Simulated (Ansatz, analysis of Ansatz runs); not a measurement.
## Bond-centred H+ along c in ZnO: local vibrational mode against experiment

How near does this set-up come to the measured local vibrational mode? Subject: bond-centred H+ along c in ZnO. Set-up: PBE, 72-site cell, PBE lattice, 420 eV, k: the single point 1/4 1/4 1/4, anharmonic cut along the mode. The model is a cell of 72 host atoms with 1 H put in. The frequencies come from force constants among the defect atom and its neighbours, with the masses of the isotopes named.

What was measured. O-H stretch, 1H: 3611.3 cm⁻¹ at 10 K, by IR absorption (quoted in “Hydrogen and Related Defects in Oxide Semiconductors”, 2012, M. C. Tarun, 2012 (Ph.D. dissertation, Washington State University), quoting earlier work (2002)). O-D stretch, 2H: 2668 cm⁻¹ at 9 K, by FTIR absorption (quoted in “Hydrogen-related defects in hydrothermally grown ZnO studied by Fourier Transform Infrared Spectroscopy”, 2010, Halvard Haug, quoting earlier work (2005)). The runs below try to reproduce this.

Main program and level: Ansatz 0.2.0; plane-wave PAW DFT, PBE; relaxation of all atoms of a defect supercell.

## (1) Set-up

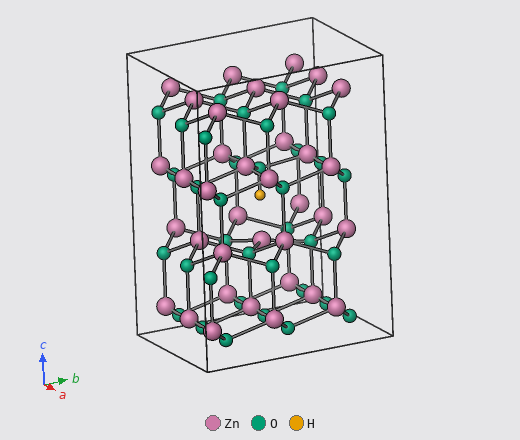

The cell as given, from a free direction (zinc pink, oxygen teal, hydrogen orange).

The cell holds 73 atoms: 36 Zn, 36 O and 1 H. Cell: a = 9.839 Å, b = 9.839 Å, c = 10.587 Å, α = 90.0°, β = 90.0°, γ = 120.0°. It derives from ZnO (space group P6_3mc). Nearest the centre at fractional (0.444, 0.556, 0.368): H73 at 0.00 Å, O36 at 1.00 Å, Zn33 at 1.70 Å, Zn46 at 2.35 Å, Zn14 at 2.35 Å, Zn38 at 2.35 Å, O43 at 2.68 Å, O11 at 2.68 Å. The cell carries charge +1.

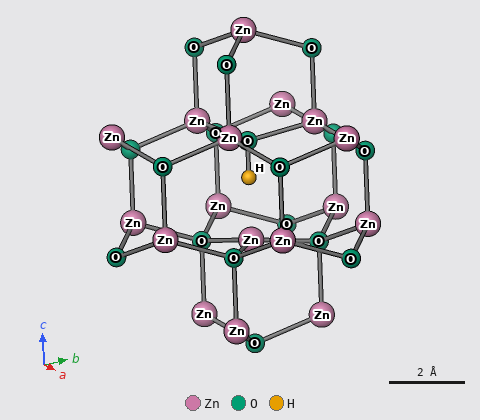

The atoms within 5 Å of the centre.

The host's primitive cell comes from a first run (plane-wave PAW DFT, PBE; relaxation of the host's cell and atoms): vectors of 3.280, 3.280 and 5.293 Å. That is 12.33 Å³ an atom, 3.6 % over the diffraction cell's volume. The supercell is built on it.

## (2) Relaxation, charge +1

Every later number rests on the structure around the defect, so the atoms are relaxed at the host's lattice first.

relax/input.yaml

```yaml
relax:
  f_tol: 0.01
  max_steps: 80
  random_displacement: { amplitude: 0.02, seed: 617 }
crystal:
  lattice:
    - [9.83855992, 0.0, 0.0]
    - [-4.91927996, 8.52044282, 0.0]
    - [0.0, 0.0, 10.58650211]
  atoms:
    - { symbol: Zn, position: [0.111111111, 0.222222222, 0.249983552] }
    - { symbol: Zn, position: [0.222222222, 0.111111111, -1.6448e-05] }
    - { symbol: O, position: [0.222222222, 0.111111111, 0.189521448] }
    - { symbol: O, position: [0.111111111, 0.222222222, 0.439521448] }
    - { symbol: Zn, position: [0.111111111, 0.222222222, 0.749983552] }
    - { symbol: Zn, position: [0.222222222, 0.111111111, 0.499983552] }
    - { symbol: O, position: [0.222222222, 0.111111111, 0.689521448] }
    - { symbol: O, position: [0.111111111, 0.222222222, 0.939521448] }
    - { symbol: Zn, position: [0.111111111, 0.555555556, 0.249983552] }
    - { symbol: Zn, position: [0.222222222, 0.444444444, -1.6448e-05] }
    - { symbol: O, position: [0.222222222, 0.444444444, 0.189521448] }
    - { symbol: O, position: [0.111111111, 0.555555556, 0.439521448] }
    - { symbol: Zn, position: [0.111111111, 0.555555556, 0.749983552] }
    - { symbol: Zn, position: [0.222222222, 0.444444444, 0.499983552] }
    - { symbol: O, position: [0.222222222, 0.444444444, 0.689521448] }
    - { symbol: O, position: [0.111111111, 0.555555556, 0.939521448] }
    - { symbol: Zn, position: [0.111111111, 0.888888889, 0.249983552] }
    - { symbol: Zn, position: [0.222222222, 0.777777778, -1.6448e-05] }
    - { symbol: O, position: [0.222222222, 0.777777778, 0.189521448] }
    - { symbol: O, position: [0.111111111, 0.888888889, 0.439521448] }
    - { symbol: Zn, position: [0.111111111, 0.888888889, 0.749983552] }
    - { symbol: Zn, position: [0.222222222, 0.777777778, 0.499983552] }
    - { symbol: O, position: [0.222222222, 0.777777778, 0.689521448] }
    - { symbol: O, position: [0.111111111, 0.888888889, 0.939521448] }
    - { symbol: Zn, position: [0.444444444, 0.222222222, 0.249983552] }
    - { symbol: Zn, position: [0.555555556, 0.111111111, -1.6448e-05] }
    - { symbol: O, position: [0.555555556, 0.111111111, 0.189521448] }
    - { symbol: O, position: [0.444444444, 0.222222222, 0.439521448] }
    - { symbol: Zn, position: [0.444444444, 0.222222222, 0.749983552] }
    - { symbol: Zn, position: [0.555555556, 0.111111111, 0.499983552] }
    - { symbol: O, position: [0.555555556, 0.111111111, 0.689521448] }
    - { symbol: O, position: [0.444444444, 0.222222222, 0.939521448] }
    - { symbol: Zn, position: [0.444444444, 0.555555556, 0.207476594] }
    - { symbol: Zn, position: [0.555555556, 0.444444444, -1.6448e-05] }
    - { symbol: O, position: [0.555555556, 0.444444444, 0.189521448] }
    - { symbol: O, position: [0.444444444, 0.555555556, 0.463136425] }
    - { symbol: Zn, position: [0.444444444, 0.555555556, 0.749983552] }
    - { symbol: Zn, position: [0.555555556, 0.444444444, 0.499983552] }
    - { symbol: O, position: [0.555555556, 0.444444444, 0.689521448] }
    - { symbol: O, position: [0.444444444, 0.555555556, 0.939521448] }
    - { symbol: Zn, position: [0.444444444, 0.888888889, 0.249983552] }
    - { symbol: Zn, position: [0.555555556, 0.777777778, -1.6448e-05] }
    - { symbol: O, position: [0.555555556, 0.777777778, 0.189521448] }
    - { symbol: O, position: [0.444444444, 0.888888889, 0.439521448] }
    - { symbol: Zn, position: [0.444444444, 0.888888889, 0.749983552] }
    - { symbol: Zn, position: [0.555555556, 0.777777778, 0.499983552] }
    - { symbol: O, position: [0.555555556, 0.777777778, 0.689521448] }
    - { symbol: O, position: [0.444444444, 0.888888889, 0.939521448] }
    - { symbol: Zn, position: [0.777777778, 0.222222222, 0.249983552] }
    - { symbol: Zn, position: [0.888888889, 0.111111111, -1.6448e-05] }
    - { symbol: O, position: [0.888888889, 0.111111111, 0.189521448] }
    - { symbol: O, position: [0.777777778, 0.222222222, 0.439521448] }
    - { symbol: Zn, position: [0.777777778, 0.222222222, 0.749983552] }
    - { symbol: Zn, position: [0.888888889, 0.111111111, 0.499983552] }
    - { symbol: O, position: [0.888888889, 0.111111111, 0.689521448] }
    - { symbol: O, position: [0.777777778, 0.222222222, 0.939521448] }
    - { symbol: Zn, position: [0.777777778, 0.555555556, 0.249983552] }
    - { symbol: Zn, position: [0.888888889, 0.444444444, -1.6448e-05] }
    - { symbol: O, position: [0.888888889, 0.444444444, 0.189521448] }
    - { symbol: O, position: [0.777777778, 0.555555556, 0.439521448] }
    - { symbol: Zn, position: [0.777777778, 0.555555556, 0.749983552] }
    - { symbol: Zn, position: [0.888888889, 0.444444444, 0.499983552] }
    - { symbol: O, position: [0.888888889, 0.444444444, 0.689521448] }
    - { symbol: O, position: [0.777777778, 0.555555556, 0.939521448] }
    - { symbol: Zn, position: [0.777777778, 0.888888889, 0.249983552] }
    - { symbol: Zn, position: [0.888888889, 0.777777778, -1.6448e-05] }
    - { symbol: O, position: [0.888888889, 0.777777778, 0.189521448] }
    - { symbol: O, position: [0.777777778, 0.888888889, 0.439521448] }
    - { symbol: Zn, position: [0.777777778, 0.888888889, 0.749983552] }
    - { symbol: Zn, position: [0.888888889, 0.777777778, 0.499983552] }
    - { symbol: O, position: [0.888888889, 0.777777778, 0.689521448] }
    - { symbol: O, position: [0.777777778, 0.888888889, 0.939521448] }
    - { symbol: H, position: [0.444444001, 0.555555999, 0.368445448] }
total_charge: 1
basis:
  ecutwfc: 420
  xc_grid: 2
hamiltonian:
  xc: pbe
kpoints:
  mp_grid: { grid: [1, 1, 1], shift: [0.25, 0.25, 0.25] }
scf:
  occupations: { method: fermi_dirac, width: 0.01 }
  max_iter: 120
output:
  forces: true
checkpoint:
  write: "../relax.run"
  compress: false
  write_wavefunctions: true
  write_every: 100000
```

Run with:

```bash
$ ansatz run input.yaml --threads 2 --pin off --max-ram 4710MiB --backend cpu --events-out ev --progress --plain --runs-dir out
```

Numbers of over 12 decimals in the logs are rounded to 6 here.

Log:

```text
[... repeated set-up lines and file paths are left out, and long positions are rounded to six places ...]
Engine: ansatz 0.2.0, aarch64-unknown-linux-gnu
Pseudopotentials: kind: paw
Pseudopotential: Zn, paw, valence charge 12, recommended cutoff 420 eV (normal), Zn.paw.azcp
Pseudopotential: O, paw, valence charge 6, recommended cutoff 420 eV (normal), O.paw.azcp
Pseudopotential: H, paw, valence charge 1, recommended cutoff 420 eV (normal), H.paw.azcp
Functional definition: PBE
  parameter kappa = 0.804
  parameter beta = 0.066725
  exchange = pbe_x(kappa = kappa, mu = beta*pi^2/3)
  correlation = pbe_c(beta = beta)
Crystal: 73 atoms, lattice volume = 887.455 Å³
Basis set: ecut = 420 eV, 17351 PW (Γ), exchange–correlation on 144×144×144 points (8 copies of the dense FFT grid, shifted against one another)
Bands: 397, of which v1, the nominal top of the filled ones, is band 324 counted from 1 (323 counted from 0)
Symmetry: 1 space group operations
k-points: 1
Non-local potential: Zn, projectors of the file, l = 0: 2, l = 1: 2, l = 2: 3, l = 3: 1
Non-local potential: O, projectors of the file, l = 0: 2, l = 1: 2, l = 2: 1
Non-local potential: H, projectors of the file, l = 0: 2, l = 1: 1
PAW form: soft (Blöchl's): semilocal exchange-correlation on the pseudo side does not see the compensation charge
PAW one-centre angular grid: Zn, 590 points (default); XC on 64 Gauss nodes
PAW one-centre angular grid: O, 110 points (default); XC on 64 Gauss nodes
PAW one-centre angular grid: H, 110 points (default); XC on 64 Gauss nodes
Initial density: superposition of atomic densities (neutral atoms scaled as one to the charged cell's electrons: chi_scale 0, normalization atom), corrected by the library's trained network
Initial wavefunctions: pseudopotential atomic-orbital guess
Functional: x = pbe(κ = 0.804, μ = 0.219515), c = pbe(β = 0.066725)
SCF iter   1: F=—  HF=-139949.614517 eV  |F-HF|=—  |Δ(HF+E_count)|=         —  Δρ=7.97e-3  dr2=3.34e-1  ethr=1.77e-3  ⟨swp⟩=6.0  Hψ=1403  notcnv=0  defer=8
preconditioner: auto → Resta (q_TF=auto, 2.589 Å⁻¹)  ε∞=7.4  [insulator: Δε(μ)=2.193 eV  Ē_g=12.567 eV  σ=0.010 eV  W_gap=1.00  n_scr=242 (ndim 8)  ℏωp=31.7 eV  f_vac=0.041  D(μ)=0.00/eV (n_scr^D=0)  ε∞_Penn≈7.4]
SCF iter   2: F=—  HF=-139949.539033 eV  |F-HF|=—  |Δ(HF+E_count)|=   7.55e-2  Δρ=1.50e-3  dr2=2.08e-2  ethr=5.15e-5  ⟨swp⟩=3.0  Hψ=752  notcnv=0  defer=66
SCF iter   3: F=—  HF=-139949.521233 eV  |F-HF|=—  |Δ(HF+E_count)|=   1.78e-2  Δρ=1.43e-3  dr2=1.92e-2  ethr=3.20e-6  ⟨swp⟩=2.0  Hψ=625  notcnv=0  defer=66
SCF iter   4: F=—  HF=-139949.517698 eV  |F-HF|=—  |Δ(HF+E_count)|=   3.53e-3  Δρ=4.13e-4  dr2=2.16e-3  ethr=2.96e-6  ⟨swp⟩=2.0  Hψ=625  notcnv=0  defer=66
SCF iter   5: F=—  HF=-139949.518941 eV  |F-HF|=—  |Δ(HF+E_count)|=   1.24e-3  Δρ=3.88e-4  dr2=9.27e-4  ethr=3.34e-7  ⟨swp⟩=2.0  Hψ=662  notcnv=0  defer=66
SCF iter   6: F=—  HF=-139949.518853 eV  |F-HF|=—  |Δ(HF+E_count)|=   8.78e-5  Δρ=7.53e-5  dr2=6.96e-5  ethr=1.43e-7  ⟨swp⟩=2.0  Hψ=645  notcnv=0  defer=66
SCF iter   7: F=—  HF=-139949.518867 eV  |F-HF|=—  |Δ(HF+E_count)|=   1.35e-5  Δρ=6.91e-5  dr2=3.17e-5  ethr=1.07e-8  ⟨swp⟩=3.0  Hψ=658  notcnv=0  defer=66
SCF iter   8: F=—  HF=-139949.518860 eV  |F-HF|=—  |Δ(HF+E_count)|=   6.27e-6  Δρ=2.10e-5  dr2=3.19e-6  ethr=4.90e-9  ⟨swp⟩=3.0  Hψ=653  notcnv=0  defer=66
SCF iter   9: F=-139949.518860 eV  HF=-139949.518861 eV  |F-HF|=6.59e-7  |Δ(HF+E_count)|=   4.12e-7  Δρ=1.18e-5  dr2=1.06e-6  ethr=3.86e-10  ⟨swp⟩=4.0  Hψ=1337  notcnv=0
SCF 1 converged in 9 iterations: F = -139949.518860 eV  dr2 = 1.06e-6
  greatest PAW one-centre occupation: 0.988 electrons in one spin orbital (limit 2), on the Zn atom at site 32 (counted from 0), in its partial waves of l = 2
relax step   1: F+E_penalty+E_count = -139949.51886017 eV  Δ(F+E_penalty+E_count) = +0.000e0 eV  max|allowed force component| = 1.835e0 eV/Å  Δτ_max = 0.0000 Å  (9 SCF iters, dr2 threshold 2.50e-6 eV, accepted)
[... the SCF cycles and remarks between the steps are left out from here to the last step ...]
relax step   2: F+E_penalty+E_count = -139950.11271659 eV  Δ(F+E_penalty+E_count) = -5.939e-1 eV  max|allowed force component| = 1.122e0 eV/Å  Δτ_max = 0.0957 Å  (6 SCF iters, dr2 threshold 1.00e-4 eV, accepted)
relax step   3: F+E_penalty+E_count = -139950.21200936 eV  Δ(F+E_penalty+E_count) = -9.929e-2 eV  max|allowed force component| = 5.433e0 eV/Å  Δτ_max = 0.1798 Å  (7 SCF iters, dr2 threshold 7.87e-5 eV, accepted)
relax step   4: F+E_penalty+E_count = -139950.49660373 eV  Δ(F+E_penalty+E_count) = -2.846e-1 eV  max|allowed force component| = 1.495e-1 eV/Å  Δτ_max = 0.1067 Å  (6 SCF iters, dr2 threshold 1.00e-4 eV, accepted)
relax step   5: F+E_penalty+E_count = -139950.49943860 eV  Δ(F+E_penalty+E_count) = -2.835e-3 eV  max|allowed force component| = 1.574e-1 eV/Å  Δτ_max = 0.1049 Å  (8 SCF iters, dr2 threshold 1.40e-6 eV, accepted)
relax step   6: F+E_penalty+E_count = -139950.51277330 eV  Δ(F+E_penalty+E_count) = -1.333e-2 eV  max|allowed force component| = 8.702e-2 eV/Å  Δτ_max = 0.0570 Å  (7 SCF iters, dr2 threshold 1.55e-6 eV, accepted)
relax step   7: F+E_penalty+E_count = -139950.51409903 eV  Δ(F+E_penalty+E_count) = -1.326e-3 eV  max|allowed force component| = 8.970e-3 eV/Å  Δτ_max = 0.0391 Å  (6 SCF iters, dr2 threshold 2.31e-6 eV, accepted)
relax step   8: F+E_penalty+E_count = -139950.51409994 eV  Δ(F+E_penalty+E_count) = -9.052e-7 eV  max|allowed force component| = 8.935e-3 eV/Å  Δτ_max = 0.0000 Å  (4 SCF iters, accepted)
SCF iter   1: F=—  HF=-139950.514275 eV  |F-HF|=—  |Δ(HF+E_count)|=         —  Δρ=3.24e-4  dr2=3.56e-4  ethr=5.09e-7  ⟨swp⟩=6.0  Hψ=1104  notcnv=0  defer=62
SCF iter   2: F=—  HF=-139950.514179 eV  |F-HF|=—  |Δ(HF+E_count)|=   9.61e-5  Δρ=1.63e-4  dr2=8.70e-5  ethr=5.49e-8  ⟨swp⟩=2.0  Hψ=641  notcnv=0  defer=62
SCF iter   3: F=—  HF=-139950.514226 eV  |F-HF|=—  |Δ(HF+E_count)|=   4.72e-5  Δρ=3.28e-5  dr2=7.16e-6  ethr=1.34e-8  ⟨swp⟩=3.0  Hψ=655  notcnv=0  defer=62
SCF iter   4: F=—  HF=-139950.514225 eV  |F-HF|=—  |Δ(HF+E_count)|=   5.78e-7  Δρ=1.38e-5  dr2=1.37e-6  ethr=1.11e-9  ⟨swp⟩=3.0  Hψ=656  notcnv=0  defer=62
SCF iter   5: F=—  HF=-139950.514225 eV  |F-HF|=—  |Δ(HF+E_count)|=   1.90e-7  Δρ=6.96e-6  dr2=4.06e-7  ethr=2.11e-10  ⟨swp⟩=3.0  Hψ=661  notcnv=0  defer=62
SCF iter   6: F=-139950.514225 eV  HF=-139950.514225 eV  |F-HF|=1.96e-8  |Δ(HF+E_count)|=   2.85e-8  Δρ=2.75e-6  dr2=7.66e-8  ethr=1.54e-11  ⟨swp⟩=3.0  Hψ=1678  notcnv=0
SCF 9 converged in 6 iterations: F = -139950.514225 eV  dr2 = 7.66e-8
relax step   9: F+E_penalty+E_count = -139950.51422544 eV  Δ(F+E_penalty+E_count) = -1.255e-4 eV  max|allowed force component| = 9.928e-3 eV/Å  Δτ_max = 0.0069 Å  (6 SCF iters, accepted)
NSCF: frozen V_eff on 1 k-points
the band table was solved once a step of the walk had ended and its energy, with any forces and stress, was formed, with the checks that follow a solve (1297 applications of the Hamiltonian). They found nothing against the state; [...]
SCF converged after 6 iterations
Free energy (F): -139950.514225 eV
Harris-Foulkes:  -139950.514225 eV  (|F-HF|=1.96e-8)
Internal energy: -139950.514225 eV  (E = F + TS)
E sigma→0 (E₀):  -139950.514225 eV
Fermi energy:    7.698327 eV
--- Per-component energies (eV) ---
  E_band       = 908.828433
  E_kinetic    = 10987.894627
  E_local      = -73310.311817  (includes V_loc(G=0)·N_el)
  E_nonlocal   = 24028.948609
  E_hartree    = 30119.007121
  E_xc         = -7550.141272
  E_vxc        = -5204.853943  (∫ρ·V_xc dr)
  E_paw        = -71647.324917  (= ΣΔE_a)
  E_vpaw       = -15830.936082  (= ΣTr[D̂ρ^β])
  E_aug_tail   = 0.073568  (compensation charges beyond the density's cutoff)
  E_ewald      = -52578.660145
  E_smearing   = -0.000000  (= −TS)
  E_closure    = -0.000000  (closes the sum)
  E_deformation_potential = 13.610662  (in the stress; not in F)
  Σ components = -139950.514225   (vs F -139950.514225, Δ=0.00e0)
--- Forces (eV/Å), atoms counted from 1 ---
  atom   1  Zn    -0.00091040    -0.00038072    -0.00060957
  atom   2  Zn    -0.00007835    -0.00029735     0.00056977
  [... 8 atoms left out ...]
  atom  11  O      0.00245206     0.00259560    -0.00082410
  [... 2 atoms left out ...]
  atom  14  Zn     0.00369536    -0.00109325     0.00108846
  [... 18 atoms left out ...]
  atom  33  Zn    -0.00319183     0.00033795    -0.00205606
  [... 1 atom left out ...]
  atom  35  O      0.00305678    -0.00164329    -0.00103708
  atom  36  O      0.00185389    -0.00108461    -0.00605990
  [... 1 atom left out ...]
  atom  38  Zn     0.00115443    -0.00077454     0.00032616
  [... 4 atoms left out ...]
  atom  43  O     -0.00101084    -0.00199449    -0.00131072
  atom  44  O     -0.00238088     0.00124785    -0.00034218
  [... 1 atom left out ...]
  atom  46  Zn     0.00252102    -0.00157300     0.00083495
  [... 26 atoms left out ...]
  atom  73  H     -0.00324784     0.00146093     0.00992618
  max |Σ_I F_I| component: 1.42e-4 eV/Å
--- Band table (eV) ---
  k-point 0: bands = ["-12.8564", "-10.9894", "-10.8882", "-10.8471", [... 389 left out ...] "16.7046", "16.7496", "16.7585", "16.8045"]
--- Relaxed structure (9 steps of the walk, 9 accepted, 0 SCFs on fresh bases) ---
  F+E_penalty+E_count = -139950.51422544 eV   max|allowed force component| = 9.928e-3 eV/Å
  atoms:
    - { symbol: Zn, position: [0.110701, 0.221819, 0.250421] }
    - { symbol: Zn, position: [0.221580, 0.109450, 0.001109] }
    [... 8 atoms left out ...]
    - { symbol: O, position: [0.217949, 0.442558, 0.185406] }
    [... 2 atoms left out ...]
    - { symbol: Zn, position: [0.208060, 0.437160, 0.509648] }
    [... 18 atoms left out ...]
    - { symbol: Zn, position: [0.444011, 0.555959, 0.173733] }
    [... 1 atom left out ...]
    - { symbol: O, position: [0.557107, 0.443005, 0.185615] }
    - { symbol: O, position: [0.444690, 0.555567, 0.464187] }
    [... 1 atom left out ...]
    - { symbol: Zn, position: [0.563071, 0.437069, 0.510044] }
    [... 4 atoms left out ...]
    - { symbol: O, position: [0.557404, 0.782020, 0.185508] }
    - { symbol: O, position: [0.444794, 0.888097, 0.439925] }
    [... 1 atom left out ...]
    - { symbol: Zn, position: [0.562986, 0.792127, 0.509820] }
    [... 26 atoms left out ...]
    - { symbol: H, position: [0.445379, 0.555487, 0.372151] }
```

Elapsed: 7.2 min, on 2 threads of Arm Neoverse V1, shared host; peak memory 2.2 GiB; 14 min of CPU time.

The steps of the relaxation:

| step | energy less that of the first step (eV) | largest force component (eV/Å) |
| --- | --- | --- |
| 1 | 0.0000 | 1.8350 |
| 2 | -0.5939 | 1.1218 |
| 3 | -0.6931 | 5.4333 |
| 4 | -0.9777 | 0.1495 |
| 5 | -0.9806 | 0.1574 |
| 6 | -0.9939 | 0.0870 |
| 7 | -0.9952 | 0.0090 |
| 8 | -0.9952 | 0.0089 |
| 9 | -0.9954 | 0.0099 |

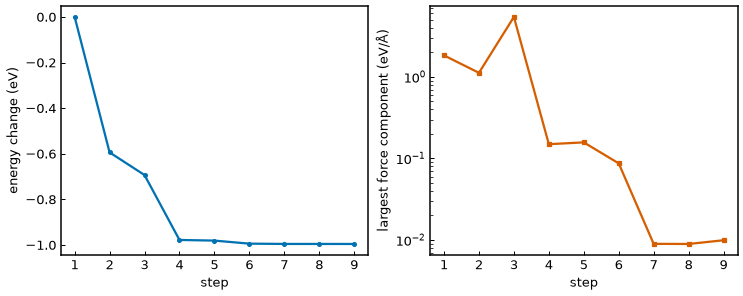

Energy and largest force along the relaxation.

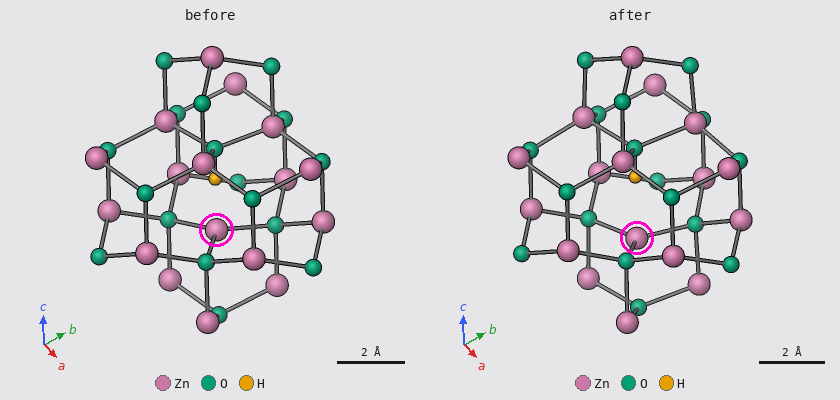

Before and after: the atoms that start within 5 Å of the centre. Zn33, which moves most, is ringed if it is among them.

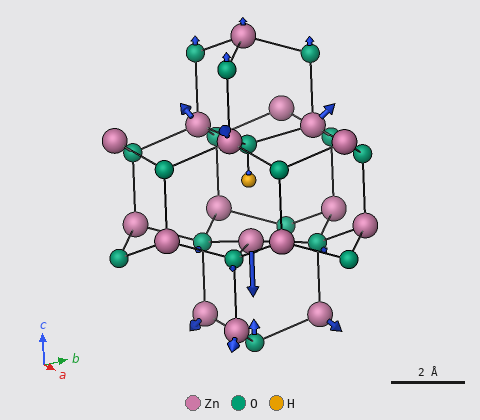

Displacements in the relaxation from the typed sites near the centre, exaggerated; the longest in the cell stands for 0.36 Å.

The atoms that moved most (Å, from the sites as typed, ahead of the random displacement):

| atom | dx | dy | dz | length |
| --- | --- | --- | --- | --- |
| Zn33 | -0.005 | 0.002 | -0.358 | 0.358 |
| Zn38 | 0.111 | -0.064 | 0.106 | 0.166 |
| Zn46 | 0.003 | 0.121 | 0.104 | 0.159 |
| Zn14 | -0.103 | -0.063 | 0.102 | 0.158 |
| Zn34 | 0.098 | -0.057 | -0.093 | 0.146 |
| Zn10 | -0.094 | -0.058 | -0.096 | 0.146 |
| Zn42 | 0.003 | 0.109 | -0.095 | 0.145 |
| O40 | 0.002 | -0.001 | 0.128 | 0.128 |

Neighbours of H73 at the end:

| atom | distance (Å) |
| --- | --- |
| O36 | 0.974 |
| Zn33 | 2.101 |
| Zn38 | 2.486 |
| Zn46 | 2.488 |
| Zn14 | 2.492 |
| O35 | 2.748 |
| O43 | 2.762 |
| O11 | 2.768 |

Read from the output:

```
free energy : -139950.5142 eV
```

The relaxation ends 14 meV an atom lower than the displaced start, with a largest force component of 0.0099 eV/Å.

(Continued in part 2 of 2.)

[Logs are printed without paths, hosts, clocks, repeated set-up lines and the standing remarks that a program may print on its own settings, such as how far it seeks lower states.]

[Hosts, paths, dates, database ids (printed as entryN), source tags and the programs' standing remarks are cut or masked in the printed files.]

[For some hosts the program warned that the k-mesh of the response run may be too coarse for force constants and the static dielectric constant; such warnings are not shown here.]
